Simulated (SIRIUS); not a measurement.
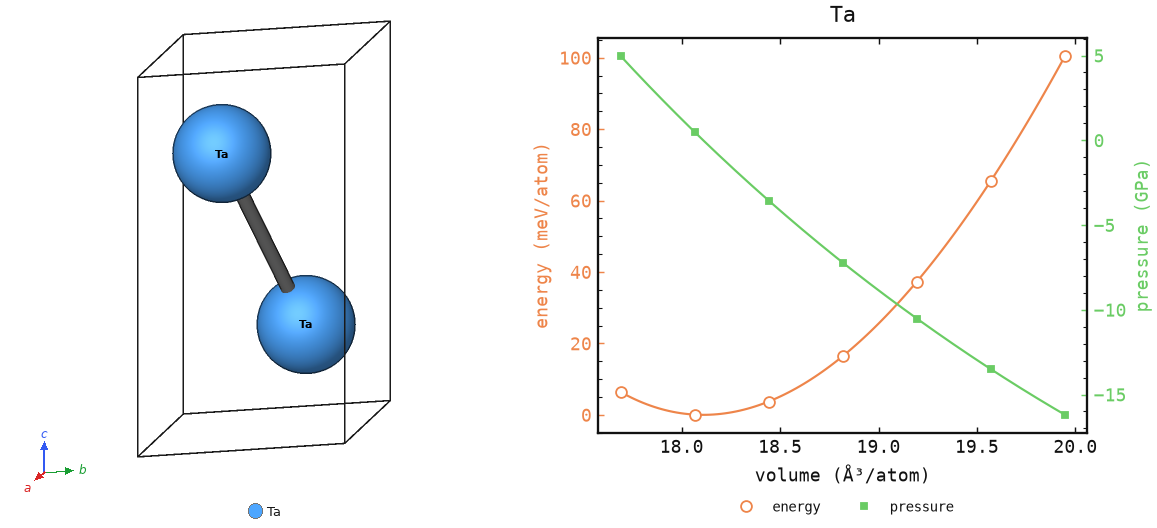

The figure shows the energy and pressure against volume for Ta, space group P6_3/mmc (No. 194). The conventional cell is drawn beside the plot.

Cell as given: a = 2.900 Å, b = 2.900 Å, c = 5.166 Å, α = 90.00°, β = 90.00°, γ = 120.00°; 2 atoms.

How it was computed, with SIRIUS 7.12.0: plane-wave DFT, no spin polarisation; energies at scaled volumes of the given cell, shape and fractions fixed, counted from the fit's minimum, third-order Birch-Murnaghan fit. Level: PBEsol.

k mesh 11×11×5; occupations Fermi–Dirac; smearing width 0.05 eV; potentials dojo sr pbesol 0.4.1 standard; wave cutoff 806.7 eV; density cutoff 3227 eV.

Question: How stiff is the solid, and where is its volume at rest?

Answer: A third-order Birch–Murnaghan fit gives V0 = 18.11 Å³/atom, B0 = 202 GPa and B′ = 3.9.

Question: Read off the course of the pressure.

Answer: It falls from 4.98 GPa at volume 17.69 Å³/atom to −16.20 GPa at 19.95 Å³/atom, and changes sign near 18.11 Å³/atom.

Keep in mind: shape and atomic fractions are frozen while scaling, which makes layered, chain and framework solids too stiff.

The computed values:

```
volume (Å³/atom)  energy (meV/atom)  pressure (GPa)
           17.69                  6            4.98
           18.07                  0            0.49
           18.44                  4           -3.56
           18.82                 16           -7.22
           19.19                 37          -10.52
           19.57                 66          -13.51
           19.95                101          -16.20
```
